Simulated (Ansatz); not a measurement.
Sb₂S₃: field-gradient calculation (part 2 of 2)

Continued. System: Sb₂S₃ (20 atoms in the cell). Method: DFT, r2SCAN, plane-wave PAW, default files, scalar-relativistic, no spin polarisation (Ansatz 0.2.0); cutoff 500 eV, 3×7×3 k-mesh, Fermi–Dirac smearing of 0.02 eV. It belongs to a series of runs on one base structure; here: functional r2SCAN at the relaxed positions.

Geometry of the input (Å; fractional positions):
```
11.3110  0.0000  0.0000
0.0000  3.8389  0.0000
0.0000  0.0000  11.2230
Sb 0.4734  0.2500  0.3251
Sb 0.0266  0.7500  0.8251
Sb 0.9734  0.2500  0.1749
Sb 0.5266  0.7500  0.6749
Sb 0.3491  0.7500  0.0343
Sb 0.1509  0.2500  0.5343
Sb 0.8491  0.7500  0.4657
Sb 0.6509  0.2500  0.9657
S  0.2911  0.2500  0.1907
S  0.2089  0.7500  0.6907
S  0.7911  0.2500  0.3093
S  0.7089  0.7500  0.8093
S  0.5505  0.7500  0.1244
S  0.9495  0.2500  0.6244
S  0.0505  0.7500  0.3756
S  0.4495  0.2500  0.8756
S  0.3755  0.7500  0.4403
S  0.1245  0.2500  0.9403
S  0.8755  0.7500  0.0597
S  0.6245  0.2500  0.5597
```

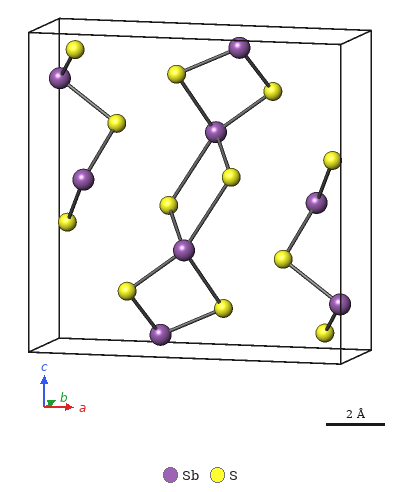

**Figure 1.** The structure (ball-and-stick view of the cell of the calculation, seen slightly off an axis).

The program's output, continued
```
--- PAW observables at the nuclei: V_zz in 10²¹ V/m², potentials from the cell's mean, atoms counted from 1 ---
  atom   1  Sb V_zz =   -15.787671   η = 0.4074   by run symmetry: allowed   C_q = +207.2871 MHz
            electrostatic potential = -8406.300115 V   contact ρ = 1349337.009698 e/Å³
  atom   2  Sb V_zz =   -15.787671   η = 0.4074   by run symmetry: allowed   C_q = +207.2871 MHz
            electrostatic potential = -8406.300115 V   contact ρ = 1349337.009698 e/Å³
  atom   3  Sb V_zz =   -15.787671   η = 0.4074   by run symmetry: allowed   C_q = +207.2871 MHz
            electrostatic potential = -8406.300115 V   contact ρ = 1349337.009698 e/Å³
  atom   4  Sb V_zz =   -15.787671   η = 0.4074   by run symmetry: allowed   C_q = +207.2871 MHz
            electrostatic potential = -8406.300115 V   contact ρ = 1349337.009698 e/Å³
  atom   5  Sb V_zz =   -18.865539   η = 0.0389   by run symmetry: allowed   C_q = +247.6985 MHz
            electrostatic potential = -8406.327282 V   contact ρ = 1349342.400671 e/Å³
  atom   6  Sb V_zz =   -18.865539   η = 0.0389   by run symmetry: allowed   C_q = +247.6985 MHz
            electrostatic potential = -8406.327282 V   contact ρ = 1349342.400671 e/Å³
  atom   7  Sb V_zz =   -18.865539   η = 0.0389   by run symmetry: allowed   C_q = +247.6985 MHz
            electrostatic potential = -8406.327282 V   contact ρ = 1349342.400671 e/Å³
  atom   8  Sb V_zz =   -18.865539   η = 0.0389   by run symmetry: allowed   C_q = +247.6985 MHz
            electrostatic potential = -8406.327282 V   contact ρ = 1349342.400671 e/Å³
  atom   9  S  V_zz =    +4.845510   η = 0.8374   by run symmetry: allowed   C_q = -8.1312 MHz
            electrostatic potential = -1633.789640 V   contact ρ = 19742.083403 e/Å³
  atom  10  S  V_zz =    +4.845510   η = 0.8374   by run symmetry: allowed   C_q = -8.1312 MHz
            electrostatic potential = -1633.789640 V   contact ρ = 19742.083403 e/Å³
  atom  11  S  V_zz =    +4.845510   η = 0.8374   by run symmetry: allowed   C_q = -8.1312 MHz
            electrostatic potential = -1633.789640 V   contact ρ = 19742.083403 e/Å³
  atom  12  S  V_zz =    +4.845510   η = 0.8374   by run symmetry: allowed   C_q = -8.1312 MHz
            electrostatic potential = -1633.789640 V   contact ρ = 19742.083403 e/Å³
  atom  13  S  V_zz =    +6.704709   η = 0.7652   by run symmetry: allowed   C_q = -11.2511 MHz
            electrostatic potential = -1633.856705 V   contact ρ = 19741.576152 e/Å³
  atom  14  S  V_zz =    +6.704709   η = 0.7652   by run symmetry: allowed   C_q = -11.2511 MHz
            electrostatic potential = -1633.856705 V   contact ρ = 19741.576152 e/Å³
  atom  15  S  V_zz =    +6.704709   η = 0.7652   by run symmetry: allowed   C_q = -11.2511 MHz
            electrostatic potential = -1633.856705 V   contact ρ = 19741.576152 e/Å³
  atom  16  S  V_zz =    +6.704709   η = 0.7652   by run symmetry: allowed   C_q = -11.2511 MHz
            electrostatic potential = -1633.856705 V   contact ρ = 19741.576152 e/Å³
  atom  17  S  V_zz =   -13.285123   η = 0.3401   by run symmetry: allowed   C_q = +22.2936 MHz
            electrostatic potential = -1633.938673 V   contact ρ = 19741.470163 e/Å³
  atom  18  S  V_zz =   -13.285123   η = 0.3401   by run symmetry: allowed   C_q = +22.2936 MHz
            electrostatic potential = -1633.938673 V   contact ρ = 19741.470163 e/Å³
  atom  19  S  V_zz =   -13.285123   η = 0.3401   by run symmetry: allowed   C_q = +22.2936 MHz
            electrostatic potential = -1633.938673 V   contact ρ = 19741.470163 e/Å³
  atom  20  S  V_zz =   -13.285123   η = 0.3401   by run symmetry: allowed   C_q = +22.2936 MHz
            electrostatic potential = -1633.938673 V   contact ρ = 19741.470163 e/Å³
--- Band table (eV; the first three rows and the last of 16) ---
  k-point 0: bands = ["-22.8409", "-22.8408", "-22.8407", "-22.8407", "-22.8335", "-22.8335", "-22.8322", "-22.8322", "-22.8319", "-22.8319", "-22.8309", "-22.8309", "-22.8215", "-22.8215", "-22.8179", "-22.8179", "-22.7937", "-22.7934", "-22.7924", "-22.7922", "-22.7756", "-22.7756", "-22.7755", "-22.7755", "-22.7638", "-22.7638", "-22.7637", "-22.7633", "-22.7629", "-22.7627", "-22.7623", "-22.7619", "-22.7553", "-22.7553", "-22.7533", "-22.7533", "-22.7475", "-22.7471", "-22.7468", "-22.7466", "-7.7814", "-7.4917", "-7.0310", "-6.9261", "-6.8085", "-6.5728", "-5.9465", "-5.7436", "-5.6249", "-5.4511", "-5.4396", "-5.3397", "-2.0799", "-1.8377", "-1.7892", "-1.2261", "-1.1301", "-1.0485", "0.0505", "0.7808", "2.2309", "2.3858", "2.5997", "2.8948", "3.3315", "3.4190", "3.4787", "3.5035", "3.7828", "3.9810", "4.1179", "4.1974", "4.2775", "4.2846", "4.5677", "4.5773", "4.6023", "4.7641", "4.9215", "5.0791", "5.2517", "5.6414", "5.6583", "5.7015", "5.7260", "5.8154", "5.8383", "5.9122", "5.9415", "6.0910", "6.6239", "6.7318", "6.8555", "6.8567", "6.9215", "7.1543", "8.6367", "8.8764", "8.9327", "9.2195", "9.4953", "9.5255", "9.6794", "9.9355", "9.9695", "10.0124", "10.1621", "10.2340", "10.4644", "10.4659", "10.5185", "10.7757", "10.8932", "11.0181", "11.4285", "11.4384"]
  k-point 1: bands = ["-22.8408", "-22.8408", "-22.8407", "-22.8407", "-22.8336", "-22.8336", "-22.8322", "-22.8322", "-22.8319", "-22.8319", "-22.8309", "-22.8309", "-22.8215", "-22.8215", "-22.8180", "-22.8179", "-22.7936", "-22.7934", "-22.7924", "-22.7924", "-22.7756", "-22.7756", "-22.7755", "-22.7755", "-22.7640", "-22.7639", "-22.7633", "-22.7632", "-22.7631", "-22.7627", "-22.7622", "-22.7620", "-22.7553", "-22.7553", "-22.7533", "-22.7533", "-22.7474", "-22.7472", "-22.7467", "-22.7466", "-7.7024", "-7.5348", "-7.1737", "-7.1249", "-6.4411", "-6.3719", "-6.1641", "-5.8593", "-5.5452", "-5.4772", "-5.3862", "-5.3785", "-2.0735", "-1.8381", "-1.7787", "-1.7114", "-0.8955", "-0.5872", "0.0826", "0.5799", "2.3147", "2.3361", "2.5041", "2.5231", "3.1606", "3.3117", "3.5156", "3.7704", "3.8893", "4.0155", "4.1338", "4.2323", "4.4375", "4.4402", "4.6544", "4.6785", "4.6926", "4.8944", "4.8965", "5.1192", "5.1556", "5.2709", "5.6422", "5.7614", "5.7858", "5.8058", "5.8465", "5.8962", "5.9039", "6.0901", "6.4456", "6.6206", "6.7982", "6.8955", "7.0037", "7.0094", "8.6396", "8.6975", "9.2700", "9.4692", "9.6190", "9.6288", "9.7246", "9.7889", "9.9017", "10.0694", "10.0790", "10.1716", "10.2591", "10.2727", "10.6337", "10.8499", "10.9465", "10.9752", "11.5895", "11.6433"]
  k-point 2: bands = ["-22.8386", "-22.8386", "-22.8378", "-22.8378", "-22.8343", "-22.8343", "-22.8338", "-22.8338", "-22.8290", "-22.8290", "-22.8282", "-22.8282", "-22.8231", "-22.8231", "-22.8198", "-22.8198", "-22.7934", "-22.7931", "-22.7921", "-22.7920", "-22.7769", "-22.7768", "-22.7767", "-22.7767", "-22.7630", "-22.7630", "-22.7630", "-22.7626", "-22.7623", "-22.7623", "-22.7615", "-22.7614", "-22.7560", "-22.7560", "-22.7543", "-22.7543", "-22.7470", "-22.7467", "-22.7461", "-22.7459", "-7.6221", "-7.3406", "-6.8877", "-6.7878", "-6.6576", "-6.4403", "-5.8347", "-5.6830", "-5.5728", "-5.3919", "-5.3696", "-5.3189", "-2.1687", "-1.9167", "-1.7708", "-1.2738", "-1.1771", "-1.0983", "-0.0646", "0.4505", "2.3139", "2.3329", "2.5362", "2.6936", "2.7491", "2.8338", "3.1021", "3.1565", "3.2596", "3.4783", "3.6902", "3.8339", "4.0948", "4.1870", "4.4425", "4.6750", "4.7468", "4.7501", "4.7827", "4.8855", "4.9237", "4.9929", "5.3723", "5.5327", "5.5558", "5.9515", "6.0151", "6.0477", "6.1537", "6.2889", "6.4836", "6.6124", "6.7609", "6.8238", "6.8487", "6.8666", "8.8998", "9.1224", "9.2225", "9.5945", "9.6846", "9.8746", "9.8776", "10.0584", "10.2332", "10.2507", "10.2525", "10.2567", "10.3739", "10.7108", "10.7373", "11.2355", "11.2718", "11.3862", "11.4497", "11.5962"]
  k-point 15: bands = ["-22.8413", "-22.8413", "-22.8408", "-22.8408", "-22.8302", "-22.8302", "-22.8298", "-22.8298", "-22.8252", "-22.8252", "-22.8249", "-22.8249", "-22.8177", "-22.8177", "-22.8173", "-22.8173", "-22.7918", "-22.7917", "-22.7915", "-22.7915", "-22.7817", "-22.7817", "-22.7817", "-22.7817", "-22.7619", "-22.7619", "-22.7618", "-22.7618", "-22.7589", "-22.7588", "-22.7586", "-22.7585", "-22.7568", "-22.7567", "-22.7565", "-22.7565", "-22.7440", "-22.7440", "-22.7435", "-22.7435", "-6.4116", "-6.3565", "-6.0589", "-6.0381", "-5.7666", "-5.7467", "-5.6641", "-5.6433", "-5.4888", "-5.4234", "-5.3365", "-5.3169", "-2.2112", "-2.1852", "-2.0140", "-2.0045", "-1.5707", "-1.5420", "-1.4644", "-1.4281", "1.5984", "1.6088", "1.7416", "1.7927", "2.3493", "2.4125", "2.5976", "2.6783", "3.0297", "3.2053", "3.3477", "3.4886", "3.5101", "3.6443", "3.7776", "4.0144", "4.0545", "4.1577", "4.2402", "4.4258", "4.6298", "4.7502", "4.9078", "5.0387", "5.2384", "5.3795", "5.4687", "5.4962", "5.5618", "5.8163", "5.8998", "6.0203", "6.2447", "6.3495", "6.4961", "6.5159", "9.1398", "9.1894", "9.4992", "9.5273", "9.9296", "9.9853", "10.1598", "10.2709", "10.3419", "10.5700", "10.6919", "10.8200", "11.0577", "11.1748", "11.2142", "11.3568", "11.4026", "11.6614", "11.7434", "11.9857"]
--- Löwdin populations: 20 sites ---
  site symbol       q [e]
     0     Sb     14.2035
     1     Sb     14.2035
     2     Sb     14.2035
     3     Sb     14.2035
     4     Sb     14.2090
     5     Sb     14.2090
     6     Sb     14.2090
     7     Sb     14.2090
     8      S      6.4028
     9      S      6.4028
    10      S      6.4028
    11      S      6.4028
    12      S      6.4521
    13      S      6.4521
    14      S      6.4521
    15      S      6.4521
    16      S      6.4681
    17      S      6.4681
    18      S      6.4681
    19      S      6.4681
  spilling = 0.005511 (of n_electrons = 192.000000)
```

File populations.tsv
```
# site	symbol	l	j	q
# orbitals = lowdin
# n_electrons = 192.000000
# spilling = 0.005511
0	Sb	0_5S	-	1.873658
0	Sb	1_5P	-	2.331801
0	Sb	2_4D	-	9.998033
1	Sb	0_5S	-	1.873658
1	Sb	1_5P	-	2.331801
1	Sb	2_4D	-	9.998033
2	Sb	0_5S	-	1.873658
2	Sb	1_5P	-	2.331801
2	Sb	2_4D	-	9.998033
3	Sb	0_5S	-	1.873658
3	Sb	1_5P	-	2.331801
3	Sb	2_4D	-	9.998033
4	Sb	0_5S	-	1.880142
4	Sb	1_5P	-	2.330317
4	Sb	2_4D	-	9.998522
5	Sb	0_5S	-	1.880142
5	Sb	1_5P	-	2.330317
5	Sb	2_4D	-	9.998522
6	Sb	0_5S	-	1.880142
6	Sb	1_5P	-	2.330317
6	Sb	2_4D	-	9.998522
7	Sb	0_5S	-	1.880142
7	Sb	1_5P	-	2.330317
7	Sb	2_4D	-	9.998522
8	S	0_3S	-	1.832140
8	S	1_3P	-	4.570633
9	S	0_3S	-	1.832140
9	S	1_3P	-	4.570633
10	S	0_3S	-	1.832140
10	S	1_3P	-	4.570633
11	S	0_3S	-	1.832140
11	S	1_3P	-	4.570633
12	S	0_3S	-	1.831000
12	S	1_3P	-	4.621127
13	S	0_3S	-	1.831000
13	S	1_3P	-	4.621127
14	S	0_3S	-	1.831000
14	S	1_3P	-	4.621127
15	S	0_3S	-	1.831000
15	S	1_3P	-	4.621127
16	S	0_3S	-	1.833393
16	S	1_3P	-	4.634714
17	S	0_3S	-	1.833393
17	S	1_3P	-	4.634714
18	S	0_3S	-	1.833393
18	S	1_3P	-	4.634714
19	S	0_3S	-	1.833393
19	S	1_3P	-	4.634714
```

Summary

```csv
quantity,value
outcome,converged
space group (tolerance 0.01 Å),Pnma (62)
electrons treated,192
free energy,−62868.6824 eV
Fermi energy,7.884 eV
gap on the k-point mesh,1.48 eV
pressure,0.26 GPa
field gradient V_zz (10²¹ V/m²),"Sb −15.79, Sb −15.79, Sb −15.79, Sb −15.79, Sb −18.87, Sb −18.87, Sb −18.87, Sb −18.87 (the first 8 of 20 sites)"
largest force (length of the vector),0.310 eV/Å
hardware,"1 thread of Arm Neoverse V2, 24 GiB of memory available, shared host"
wall time,2.5 min
peak memory,2.1 GiB
```

Notes

The program warns: the field gradients leave out spin–orbit coupling.
